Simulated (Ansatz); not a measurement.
System: SnSe₂, space group P-3m1 (No. 164).

The given structure:
```
CELL_PARAMETERS angstrom
3.80979 0.00000 0.00000
-1.90489 3.29937 0.00000
0.00000 0.00000 5.63702
ATOMIC_POSITIONS crystal
Sn 0.00000 0.00000 0.00000
Se 0.33333 0.66667 0.28245
Se 0.66667 0.33333 0.71755
```

How it was computed, with Ansatz 0.2.0: elastic stress-strain coefficients at zero temperature from small strains of the given cell, Voigt order xx yy zz yz xz xy, Cartesian axes of the cell vectors; plane waves with PAW datasets, Γ-centred k mesh. Level: PBE with D3(BJ), no spin polarisation.

wave cutoff 420 eV; k mesh 12×12×8; occupations Fermi–Dirac; smearing width 0.15 eV; ions relaxed; strain amplitude 0.005.

Predict the sound velocities against the direction of travel in the xy plane, from the elastic constants and the density.

Along x the longitudinal wave runs at 4.23 km/s and the transverse ones at 2.46 and 1.50 km/s; along y the longitudinal wave runs at 4.24 km/s and the transverse ones at 2.38 and 1.59 km/s; along z the longitudinal wave runs at 2.94 km/s and the transverse ones at 1.61 and 1.61 km/s; along x + y they run at 4.23, 2.42 and 1.54 km/s (density 6.48 g/cm³). Over all directions E runs from 34 to 90 GPa, a ratio of 2.6, a strong anisotropy. E is 80 GPa along x, 80 GPa along y and 34 GPa along z, and 44 GPa along the body diagonal x + y + z. The Hill averages are K = 56 GPa and G = 22 GPa, Poisson's ratio 0.32; K/G = 2.51.

Stiffness matrix C (GPa), Voigt order:
```tsv
	xx	yy	zz	yz	xz	xy
xx	116.0	42.4	41.5	-7.2	0.0	0.0
yy	42.4	116.0	41.5	7.2	0.0	0.0
zz	41.5	41.5	56.0	0.0	0.0	0.0
yz	-7.2	7.2	0.0	16.9	0.0	0.0
xz	0.0	0.0	0.0	0.0	16.9	-7.2
xy	0.0	0.0	0.0	0.0	-7.2	36.8
```

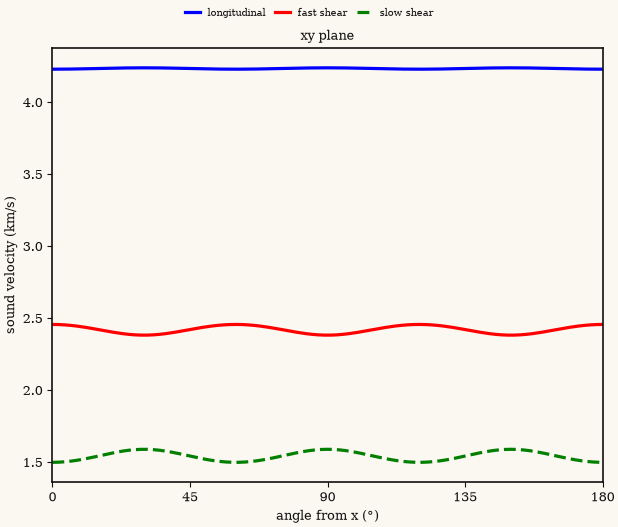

Limits of the calculation: metal sensitive to the k mesh.
